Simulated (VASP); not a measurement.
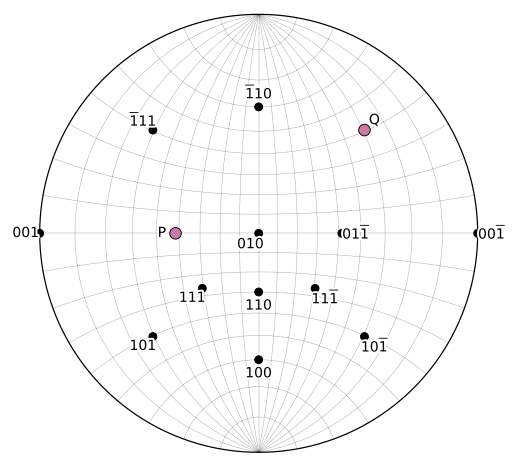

For WC, an entry of the Crystallography Open Database, as set up for an electronic-structure calculation: stereographic projection of plane normals (upper hemisphere) centred on (0 1 0). Symmetry computed with spglib at a tolerance of 0.002 Å; standard conventional cell.

a = 2.907 Å, b = 2.907 Å, c = 2.837 Å, α = 90.00°, β = 90.00°, γ = 120.00°.

**Index the poles marked P, Q.**

P is (0 1 1), in four indices (0 1 −1 1), 41.6° from the centre; Q is (−1 1 −1), in four indices (−1 1 0 −1), 68.0° from the centre.

**What is the angle between the normals of (0 1 −1) and (0 1 0), and what are their d_hkl = 1/|g|?**

41.6°; d = 1.883 Å and 2.517 Å.
